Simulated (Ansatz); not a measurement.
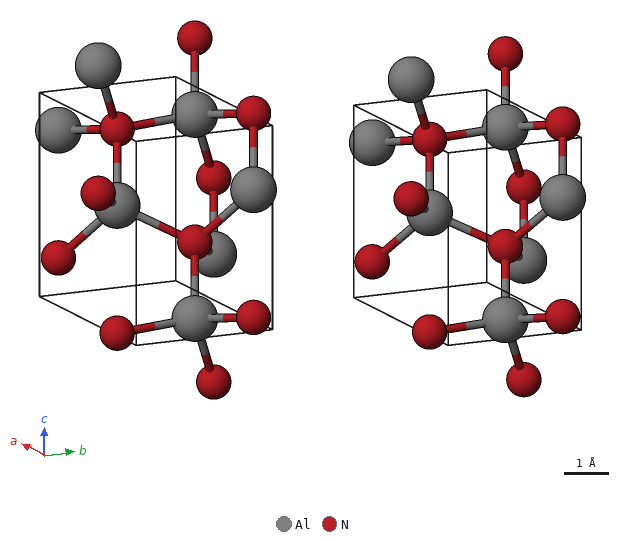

Two geometries of a crystal of AlN (a generated structure, set up in P6_3mc) (coarse preliminary run), drawn at one scale. One is the start of a relaxation, the other its converged end. A ball-and-stick model of the cell of the calculation, seen from a free direction.

All numbers below come from DFT PBE, scalar-relativistic, plane waves, PAW in Ansatz. Set-up: plane-wave cutoff 420 eV; k-point mesh 6 × 6 × 4; occupations gaussian; smearing width 0.1 eV; no spin polarisation; cell and atoms relaxed; force threshold 0.05 eV/Å; at most 60 steps.

Question: Which geometry has the lower energy?

Answer: The right one is the relaxed one. Case: B → Al, P → N on all its sites, cell and atoms relaxed. Over 3 accepted moves (4 points after the start) the energy falls by 77.6 meV per atom. Largest force component: 0.16 eV/Å at the start, 0.016 eV/Å at the end. Pressure: −16.88 GPa at the start and −0.46 GPa at the end. At 1 point the geometry stayed and the basis and grid were re-selected for the new cell (energy shift of 1.9 meV per atom at most each time). The largest moves relative to the cell, 0.018 Å, are those of Al and N atoms. By element the largest moves are Al 0.018 Å, N 0.018 Å. Cell: a = b 3.210 → 3.132 Å (−2.4 %), c 5.323 → 5.023 Å (−5.6 %). Volume −10.2 %. Near-neighbour distances that change, for instance: Al–N 1.992 → 1.915 Å, Al–N 1.971 → 1.904 Å. The space group stays P6_3mc (No. 186). The run took 7 s on 1 thread of Arm Neoverse V1 (shared host), peak memory 0.29 GiB.
